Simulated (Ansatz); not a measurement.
## Run report: SiO2, geometry relaxation (part 1 of 3)

The run: geometry relaxation of SiO2 (R-3m, 36 atoms in the cell). Method and program: DFT, PBE, plane-wave PAW, default files, scalar-relativistic, no spin polarisation (Ansatz 0.2.0).

Its volume is 0.95 times that of the source entry. It belongs to a series of runs on one base structure; here: volume scaled by 0.95, ions relaxed.

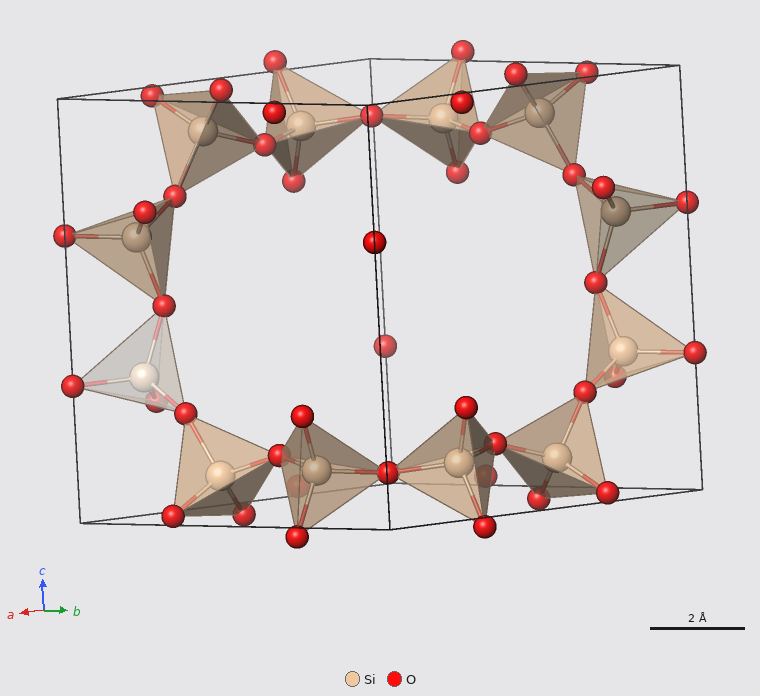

Figure 1. The structure as given in the input (polyhedral view of the cell of the calculation, seen at an oblique angle; polyhedra are completed across the faces of the cell).

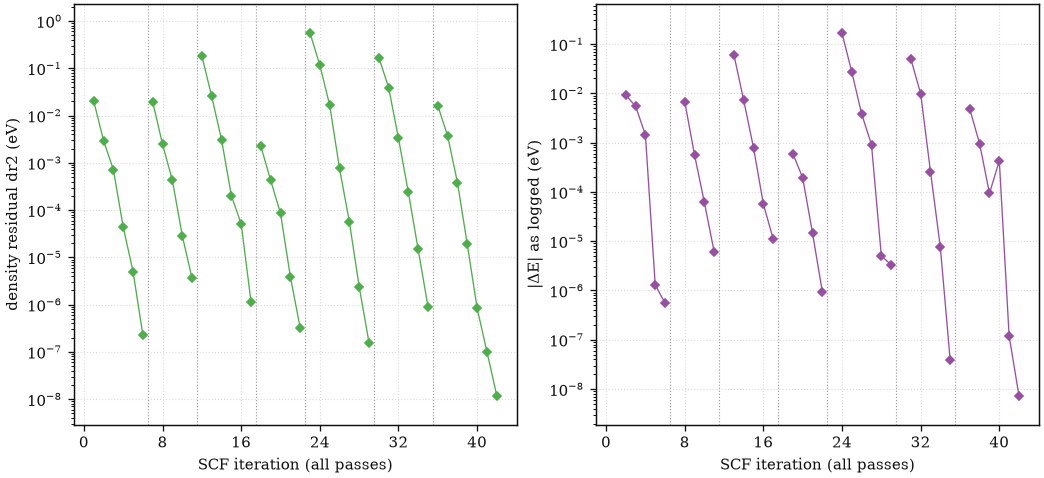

Figure 2. Convergence of the self-consistent field: density residual dr2 and size of the energy change against the SCF iteration. The dotted lines part the SCF passes of the relaxation: geometry steps, rejected trials and re-solves on a re-selected basis. The 7 passes take 5 to 7 iterations each, 42 in all.

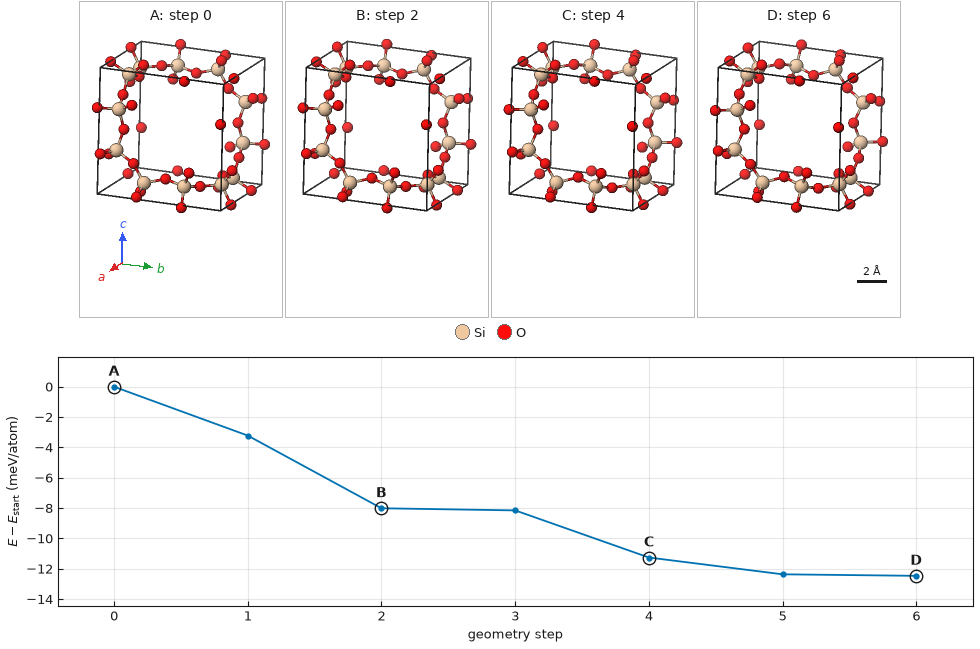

Figure 3. Frames of the relaxation (ball-and-stick view of the cell of the calculation, seen slightly off an axis) above the curves, on which the letters mark them (the first geometry is step 0 here and step 1 in the log).

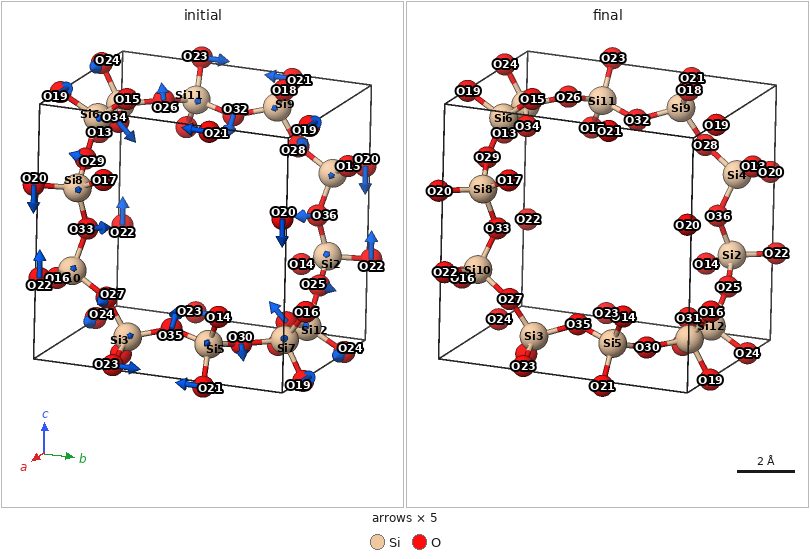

Figure 4. Before (left) and after (right) the relaxation, at one scale (ball-and-stick view of the cell of the calculation, seen slightly off an axis). The blue arrows give the displacements, magnified 5 times. The largest moves, 0.21 Å, are those of O19, O20, O21, O22, O23 and O24. By element the largest moves are O 0.21 Å, Si 0.05 Å. The lattice vectors keep their values. Distances before and after: Si10–O33 1.586 → 1.611 Å, Si10–O16 1.596 → 1.613 Å, Si10–O22 1.598 → 1.615 Å, Si10–O27 1.584 → 1.598 Å. Among the angles that change: Si8–O33–Si10 142.7° → 130.2°, Si1–O24–Si12 148.6° → 150.9°, Si9–O18–Si12 147.3° → 149.5°. The space group stays R-3m (No. 166). After 6 geometry steps the energy has fallen by 12.5 meV per atom. Largest force component: 0.59 eV/Å at the start, 0.0062 eV/Å at the end. (Atoms are counted from 1 in the order of the input.)

The input and output of the run follow.

## The input
```yaml
crystal:
  lattice:
    - [6.6832478114, 3.858574923, 4.8614875687]
    - [-6.6832478114, 3.858574923, 4.8614875687]
    - [0.0, -7.717149846, 4.8614875687]
  atoms:
    - { symbol: Si, position: [0.3342762193, 0.1054204825, 0.8752381862] }
    - { symbol: Si, position: [0.1054204825, 0.8752381862, 0.3342762193] }
    - { symbol: Si, position: [0.8752381862, 0.3342762193, 0.1054204825] }
    - { symbol: Si, position: [0.1247618138, 0.8945795175, 0.6657237807] }
    - { symbol: Si, position: [0.8945795175, 0.6657237807, 0.1247618138] }
    - { symbol: Si, position: [0.6657237807, 0.1247618138, 0.8945795175] }
    - { symbol: Si, position: [0.6657237807, 0.8945795175, 0.1247618138] }
    - { symbol: Si, position: [0.8945795175, 0.1247618138, 0.6657237807] }
    - { symbol: Si, position: [0.1247618138, 0.6657237807, 0.8945795175] }
    - { symbol: Si, position: [0.8752381862, 0.1054204825, 0.3342762193] }
    - { symbol: Si, position: [0.1054204825, 0.3342762193, 0.8752381862] }
    - { symbol: Si, position: [0.3342762193, 0.8752381862, 0.1054204825] }
    - { symbol: O, position: [0.2631181805, 0.0, 0.7368818195] }
    - { symbol: O, position: [0.0, 0.7368818195, 0.2631181805] }
    - { symbol: O, position: [0.7368818195, 0.2631181805, 0.0] }
    - { symbol: O, position: [0.7368818195, 0.0, 0.2631181805] }
    - { symbol: O, position: [0.0, 0.2631181805, 0.7368818195] }
    - { symbol: O, position: [0.2631181805, 0.7368818195, 0.0] }
    - { symbol: O, position: [0.6744800195, 0.9761431857, 0.9761431857] }
    - { symbol: O, position: [0.9761431857, 0.9761431857, 0.6744800195] }
    - { symbol: O, position: [0.9761431857, 0.6744800195, 0.9761431857] }
    - { symbol: O, position: [0.0238568143, 0.0238568143, 0.3255199805] }
    - { symbol: O, position: [0.0238568143, 0.3255199805, 0.0238568143] }
    - { symbol: O, position: [0.3255199805, 0.0238568143, 0.0238568143] }
    - { symbol: O, position: [0.2518120148, 0.8933184751, 0.2518120148] }
    - { symbol: O, position: [0.2518120148, 0.2518120148, 0.8933184751] }
    - { symbol: O, position: [0.8933184751, 0.2518120148, 0.2518120148] }
    - { symbol: O, position: [0.1066815249, 0.7481879852, 0.7481879852] }
    - { symbol: O, position: [0.7481879852, 0.1066815249, 0.7481879852] }
    - { symbol: O, position: [0.7481879852, 0.7481879852, 0.1066815249] }
    - { symbol: O, position: [0.5, 0.8469655168, 0.1530344832] }
    - { symbol: O, position: [0.1530344832, 0.5, 0.8469655168] }
    - { symbol: O, position: [0.8469655168, 0.1530344832, 0.5] }
    - { symbol: O, position: [0.5, 0.1530344832, 0.8469655168] }
    - { symbol: O, position: [0.8469655168, 0.5, 0.1530344832] }
    - { symbol: O, position: [0.1530344832, 0.8469655168, 0.5] }
kpoints:
  mp_grid: { grid: [3, 3, 3] }
scf:
  occupations: { method: fermi_dirac, width: 0.02 }
hamiltonian:
  xc: pbe
  pseudopotentials: { kind: paw }
output:
  forces: true
  stress: true
  populations: true
  efg: { quadrupole_moments_barn: { O: -0.02558 }, contact_densities: true }
relax:
  f_tol: 0.02
  max_steps: 60
```

Command:
```bash
ansatz run input.yaml --threads 4 --pin off --max-ram 8192MiB --backend cpu --events-out ev --progress --plain --runs-dir out
```

## The program's output
```
Warning: output.stress: scf.convergence.dr2_threshold = 1e-7 eV (the SCF's general default) is looser than the 3.6e-9 eV advised for a printed stress (1e-10 eV for each atom of the cell: 36). What an SCF threshold leaves in a stress goes as its square root, and in the free energy as the threshold itself, and one threshold admits the most on a small cell: of the crystals measured, under no hybrid functional and no lock of the moments, on runs that ended without the residual-converged pass, on stresses that held no estimate of that error, the worst erred by over 100 MPa in a component at 1e-7 eV an atom and by under 5 at 1e-10. Every solve of this run answers to scf.convergence.dr2_threshold, and the tensor of one is reported: a single SCF on the reported geometry and on this run's grids (its basis.xc_grid and basis.ecutrho_ratio typed), with scf.convergence.dr2_threshold at 3.6e-9 eV or tighter, prints it and tightens no other solve. Else set scf.convergence.dr2_threshold to 3.6e-9 eV or tighter. The threshold is an SCF's pass mark: one that does not reach it within its budget of iterations ends unconverged, or closes short of it on a stop that the run arms, and scf.convergence.dr2_threshold's page says what that costs each kind of run
Engine: ansatz 0.2.0, aarch64-unknown-linux-gnu
Pseudopotentials: kind: paw
Pseudopotential: Si, paw, valence charge 4, recommended cutoff 420 eV (normal), Si.paw.azcp
Pseudopotential: O, paw, valence charge 6, recommended cutoff 420 eV (normal), O.paw.azcp
Functional definition: PBE
  parameter kappa = 0.804
  parameter beta = 0.06672455060314922
  exchange = pbe_x(kappa = kappa, mu = beta*pi^2/3)
  correlation = pbe_c(beta = beta)
Crystal: 36 atoms, lattice volume = 752.203 Å³
Basis set: ecut = 420 eV, 14681 PW (Γ), exchange–correlation on 128×128×128 points (8 copies of the dense FFT grid, shifted against one another)
Bands: 132, of which v1, the nominal top of the filled ones, is band 96 counted from 1 (95 counted from 0)
Symmetry: 12 space group operations
Space group: R-3m (ITA 166), of the structure as read, at distance tolerance 9.1e-5 Å
k-points: 6 of 27
Non-local potential: Si, projectors of the file, l = 0: 2, l = 1: 2, l = 2: 2
Non-local potential: O, projectors of the file, l = 0: 2, l = 1: 2, l = 2: 1
PAW form: soft (Blöchl's): semilocal exchange-correlation on the pseudo side does not see the compensation charge
PAW one-centre angular grid: Si, 110 points (default); XC on 64 Gauss nodes
PAW one-centre angular grid: O, 110 points (default); XC on 64 Gauss nodes
Initial density: superposition of atomic densities (neutral atoms: chi_scale 0, normalization atom), corrected by the library's trained network
Initial wavefunctions: pseudopotential atomic-orbital guess
Functional: x = pbe(κ = 0.804, μ = 0.2195149727645171), c = pbe(β = 0.06672455060314922)
SCF iter   1: F=—  HF=-21287.587799 eV  |F-HF|=—  |Δ(HF+E_count)|=         —  Δρ=1.71e-3  dr2=2.01e-2  ethr=1.77e-3  ⟨swp⟩=7.2  Hψ=4179  notcnv=0  defer=92
preconditioner: auto → Resta (q_TF=auto, 2.173 Å⁻¹)  ε∞=2.3  [insulator: Δε(μ)=5.995 eV  Ē_g=16.678 eV  σ=0.020 eV  W_gap=1.00  n_scr=128 (ndim 8)  ℏωp=18.8 eV  f_vac=0.448  D(μ)=0.00/eV (n_scr^D=0)  ε∞_Penn≈2.3  vacuum switching on, ρ_ref=2.0e-2 e/Å³]
SCF iter   2: F=—  HF=-21287.596977 eV  |F-HF|=—  |Δ(HF+E_count)|=   9.18e-3  Δρ=7.89e-4  dr2=2.94e-3  ethr=1.05e-5  ⟨swp⟩=3.2  Hψ=1423  notcnv=0  defer=177
SCF iter   3: F=—  HF=-21287.602467 eV  |F-HF|=—  |Δ(HF+E_count)|=   5.49e-3  Δρ=3.31e-4  dr2=7.12e-4  ethr=1.53e-6  ⟨swp⟩=3.3  Hψ=1106  notcnv=0  defer=177
SCF iter   4: F=—  HF=-21287.603911 eV  |F-HF|=—  |Δ(HF+E_count)|=   1.44e-3  Δρ=7.78e-5  dr2=4.32e-5  ethr=3.71e-7  ⟨swp⟩=3.8  Hψ=1249  notcnv=0  defer=177
iter 5 did not close the SCF: its close was put off for the readings that it lacked (scf_convergence_deferred on its scf_iter line)
SCF iter   5: F=-21287.603912 eV  HF=-21287.603912 eV  |F-HF|=9.00e-7  |Δ(HF+E_count)|=   1.30e-6  Δρ=3.30e-5  dr2=5.00e-6  ethr=2.25e-8  ⟨swp⟩=2.0  Hψ=1203  notcnv=0  defer=177
SCF iter   6: F=-21287.603913 eV  HF=-21287.603913 eV  |F-HF|=9.77e-8  |Δ(HF+E_count)|=   5.53e-7  Δρ=6.40e-6  dr2=2.24e-7  ethr=2.60e-9  ⟨swp⟩=2.0  Hψ=2464  notcnv=0
SCF 1 converged in 6 iterations: F = -21287.603913 eV  dr2 = 2.24e-7
  greatest PAW one-centre occupation: 0.866 electrons in one spin orbital (limit 2), on the O atom at site 35 (counted from 0), in its partial waves of l = 0
relax step   1: F+E_penalty+E_count = -21287.60391311 eV  Δ(F+E_penalty+E_count) = +0.000e0 eV  max|allowed force component| = 5.944e-1 eV/Å  Δτ_max = 0.0000 Å  (6 SCF iters, dr2 threshold 1.00e-5 eV, accepted)
Initial density: handed on by an earlier stage of this run
Initial wavefunctions: those handed on with the density
iter 1 solved again at ethr=8.68e-6 eV; its pass at ethr=3.10e-3 eV (dr2=1.67e-2 eV) is discarded
SCF iter   1: F=—  HF=-21287.727208 eV  |F-HF|=—  |Δ(HF+E_count)|=         —  Δρ=1.79e-3  dr2=1.93e-2  ethr=8.68e-6  ⟨swp⟩=2.3  Hψ=2422  notcnv=0  defer=177
preconditioner: auto → Resta (q_TF=auto, 2.173 Å⁻¹)  ε∞=2.3  [insulator: Δε(μ)=5.912 eV  Ē_g=16.586 eV  σ=0.020 eV  W_gap=1.00  n_scr=128 (ndim 8)  ℏωp=18.8 eV  f_vac=0.445  D(μ)=0.00/eV (n_scr^D=0)  ε∞_Penn≈2.3  vacuum switching on, ρ_ref=2.0e-2 e/Å³]
SCF iter   2: F=—  HF=-21287.720400 eV  |F-HF|=—  |Δ(HF+E_count)|=   6.81e-3  Δρ=6.95e-4  dr2=2.45e-3  ethr=8.68e-6  ⟨swp⟩=2.0  Hψ=1055  notcnv=0  defer=177
SCF iter   3: F=—  HF=-21287.719839 eV  |F-HF|=—  |Δ(HF+E_count)|=   5.61e-4  Δρ=3.08e-4  dr2=4.25e-4  ethr=1.27e-6  ⟨swp⟩=2.0  Hψ=1047  notcnv=0  defer=177
SCF iter   4: F=—  HF=-21287.719778 eV  |F-HF|=—  |Δ(HF+E_count)|=   6.10e-5  Δρ=7.97e-5  dr2=2.89e-5  ethr=2.21e-7  ⟨swp⟩=2.0  Hψ=1148  notcnv=0  defer=177
SCF iter   5: F=-21287.719782 eV  HF=-21287.719784 eV  |F-HF|=2.26e-6  |Δ(HF+E_count)|=   6.00e-6  Δρ=2.68e-5  dr2=3.57e-6  ethr=1.15e-8  ⟨swp⟩=4.0  Hψ=2391  notcnv=0
SCF 2 converged in 5 iterations: F = -21287.719782 eV  dr2 = 3.57e-6
[... from here on the iterations of each SCF are left out, up to the last one ...]
relax step   2: F+E_penalty+E_count = -21287.71978189 eV  Δ(F+E_penalty+E_count) = -1.159e-1 eV  max|allowed force component| = 5.309e-1 eV/Å  Δτ_max = 0.0160 Å  (5 SCF iters, dr2 threshold 2.21e-5 eV, accepted)
preconditioner: auto → Resta (q_TF=auto, 2.173 Å⁻¹)  ε∞=2.3  [insulator: Δε(μ)=5.796 eV  Ē_g=16.442 eV  σ=0.020 eV  W_gap=1.00  n_scr=128 (ndim 8)  ℏωp=18.8 eV  f_vac=0.442  D(μ)=0.00/eV (n_scr^D=0)  ε∞_Penn≈2.3  vacuum switching on, ρ_ref=2.0e-2 e/Å³]
SCF 3 converged in 6 iterations: F = -21287.892252 eV  dr2 = 1.14e-6
relax step   3: F+E_penalty+E_count = -21287.89225186 eV  Δ(F+E_penalty+E_count) = -1.725e-1 eV  max|allowed force component| = 1.182e-1 eV/Å  Δτ_max = 0.0570 Å  (6 SCF iters, dr2 threshold 1.76e-5 eV, accepted)
preconditioner: auto → Resta (q_TF=auto, 2.173 Å⁻¹)  ε∞=2.3  [insulator: Δε(μ)=5.803 eV  Ē_g=16.467 eV  σ=0.020 eV  W_gap=1.00  n_scr=128 (ndim 8)  ℏωp=18.8 eV  f_vac=0.441  D(μ)=0.00/eV (n_scr^D=0)  ε∞_Penn≈2.3  vacuum switching on, ρ_ref=2.0e-2 e/Å³]
SCF 4 converged in 5 iterations: F = -21287.897317 eV  dr2 = 3.23e-7
relax step   4: F+E_penalty+E_count = -21287.89731738 eV  Δ(F+E_penalty+E_count) = -5.066e-3 eV  max|allowed force component| = 1.273e-1 eV/Å  Δτ_max = 0.0055 Å  (5 SCF iters, dr2 threshold 8.73e-7 eV, accepted)
preconditioner: auto → Resta (q_TF=auto, 2.173 Å⁻¹)  ε∞=2.3  [insulator: Δε(μ)=5.796 eV  Ē_g=16.448 eV  σ=0.020 eV  W_gap=1.00  n_scr=128 (ndim 8)  ℏωp=18.8 eV  f_vac=0.441  D(μ)=0.00/eV (n_scr^D=0)  ε∞_Penn≈2.3  vacuum switching on, ρ_ref=2.0e-2 e/Å³]
SCF 5 converged in 7 iterations: F = -21288.009134 eV  dr2 = 1.57e-7
relax step   5: F+E_penalty+E_count = -21288.00913414 eV  Δ(F+E_penalty+E_count) = -1.118e-1 eV  max|allowed force component| = 1.035e-1 eV/Å  Δτ_max = 0.1156 Å  (7 SCF iters, dr2 threshold 1.01e-6 eV, accepted)
preconditioner: auto → Resta (q_TF=auto, 2.173 Å⁻¹)  ε∞=2.3  [insulator: Δε(μ)=5.786 eV  Ē_g=16.418 eV  σ=0.020 eV  W_gap=1.00  n_scr=128 (ndim 8)  ℏωp=18.8 eV  f_vac=0.440  D(μ)=0.00/eV (n_scr^D=0)  ε∞_Penn≈2.3  vacuum switching on, ρ_ref=2.0e-2 e/Å³]
SCF 6 converged in 6 iterations: F = -21288.048945 eV  dr2 = 9.10e-7
relax step   6: F+E_penalty+E_count = -21288.04894457 eV  Δ(F+E_penalty+E_count) = -3.981e-2 eV  max|allowed force component| = 3.633e-2 eV/Å  Δτ_max = 0.0693 Å  (6 SCF iters, dr2 threshold 7.08e-6 eV, accepted)
SCF iter   1: F=—  HF=-21288.057935 eV  |F-HF|=—  |Δ(HF+E_count)|=         —  Δρ=1.72e-3  dr2=1.62e-2  ethr=8.23e-5  ⟨swp⟩=4.0  Hψ=1801  notcnv=0  defer=177
preconditioner: auto → Resta (q_TF=auto, 2.173 Å⁻¹)  ε∞=2.3  [insulator: Δε(μ)=5.797 eV  Ē_g=16.418 eV  σ=0.020 eV  W_gap=1.00  n_scr=128 (ndim 8)  ℏωp=18.8 eV  f_vac=0.440  D(μ)=0.00/eV (n_scr^D=0)  ε∞_Penn≈2.3  vacuum switching on, ρ_ref=2.0e-2 e/Å³]
SCF iter   2: F=—  HF=-21288.053174 eV  |F-HF|=—  |Δ(HF+E_count)|=   4.76e-3  Δρ=8.59e-4  dr2=3.68e-3  ethr=8.46e-6  ⟨swp⟩=2.0  Hψ=1336  notcnv=0  defer=177
SCF iter   3: F=—  HF=-21288.052227 eV  |F-HF|=—  |Δ(HF+E_count)|=   9.47e-4  Δρ=2.81e-4  dr2=3.81e-4  ethr=1.92e-6  ⟨swp⟩=2.2  Hψ=1102  notcnv=0  defer=177
SCF iter   4: F=—  HF=-21288.052134 eV  |F-HF|=—  |Δ(HF+E_count)|=   9.33e-5  Δρ=8.16e-5  dr2=1.87e-5  ethr=1.99e-7  ⟨swp⟩=2.0  Hψ=1158  notcnv=0  defer=177
SCF iter   5: F=—  HF=-21288.052560 eV  |F-HF|=—  |Δ(HF+E_count)|=   4.27e-4  Δρ=1.25e-5  dr2=8.34e-7  ethr=9.73e-9  ⟨swp⟩=2.3  Hψ=1112  notcnv=0  defer=177
SCF iter   6: F=—  HF=-21288.052560 eV  |F-HF|=—  |Δ(HF+E_count)|=   1.19e-7  Δρ=4.50e-6  dr2=1.00e-7  ethr=5.21e-11  ⟨swp⟩=5.0  Hψ=2918  notcnv=0
SCF iter   7: F=-21288.052560 eV  HF=-21288.052560 eV  |F-HF|=2.68e-9  |Δ(HF+E_count)|=   7.37e-9  Δρ=1.60e-6  dr2=1.19e-8  ethr=5.21e-11  ⟨swp⟩=4.0  Hψ=2410  notcnv=0
SCF 7 converged in 7 iterations: F = -21288.052560 eV  dr2 = 1.19e-8
  greatest PAW one-centre occupation: 0.865 electrons in one spin orbital (limit 2), on the O atom at site 34 (counted from 0), in its partial waves of l = 0
relax step   7: F+E_penalty+E_count = -21288.05256026 eV  Δ(F+E_penalty+E_count) = -3.616e-3 eV  max|allowed force component| = 6.159e-3 eV/Å  Δτ_max = 0.0194 Å  (7 SCF iters, accepted)
NSCF: frozen V_eff on 6 k-points
the band table was solved once a step of the walk had ended and its energy, with any forces and stress, was formed, with the checks that follow a solve (4928 applications of the Hamiltonian). They found nothing against the state; the energy, forces and stress were not computed again (output.eigenvalues in the input reference)
SCF converged after 7 iterations
Free energy (F): -21288.052560 eV
Harris-Foulkes:  -21288.052560 eV  (|F-HF|=2.68e-9)
Internal energy: -21288.052560 eV  (E = F + TS)
E sigma→0 (E₀):  -21288.052560 eV
Fermi energy:    1.286814 eV
--- Per-component energies (eV) ---
  E_band       = -1629.348632
  E_kinetic    = 4841.881186
  E_local      = -23556.632447  (includes V_loc(G=0)·N_el)
  E_nonlocal   = 1446.055481
  E_hartree    = 9704.706804
  E_xc         = -2454.290469
  E_vxc        = -2849.045960  (∫ρ·V_xc dr)
  E_paw        = -9976.788476  (= ΣΔE_a)
  E_vpaw       = -921.084688  (= ΣTr[D̂ρ^β])
  E_aug_tail   = 0.062509  (compensation charges beyond the density's cutoff)
  E_ewald      = -1293.047149
  E_smearing   = -0.000000  (= −TS)
  E_closure    = -0.000000  (closes the sum)
  Σ components = -21288.052560   (vs F -21288.052560, Δ=0.00e0)
```
